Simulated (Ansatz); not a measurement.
Si

```
CELL_PARAMETERS angstrom
2.66558 0.00000 0.00000
0.00000 4.61692 0.00000
0.00000 0.00000 4.50627
ATOMIC_POSITIONS crystal
Si 0.50000 0.35770 0.25000
Si 0.00000 0.85770 0.25000
Si 0.00000 0.14230 0.75000
Si 0.50000 0.64230 0.75000
```

Space group Cmcm; a structure from a database of computed crystals, not necessarily the ambient phase; changed on purpose from its base cell (atom 1 (Si) moved by (+0.000, +0.225) A along x and y).

All numbers below come from Ansatz, DFT r2SCAN, scalar-relativistic, plane waves, PAW.

Q: What can the converged valence pseudo-density and electron localisation function tell about the bonding?

A: Si–Si (2.67 Å): the density is about 0.32 e/Å³ at the midpoint; the ELF peaks at about 0.70 between the atoms.

Q: Does the calculation make it a metal, or give it a gap?

A: It is metallic or semimetallic at this level of theory: no gap opens.

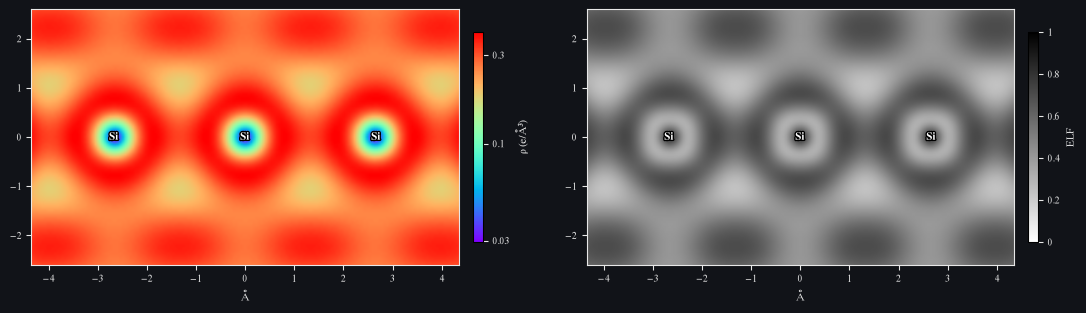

Computed valence pseudo-density and electron localisation function on the (010) plane of the conventional cell, in this order. 
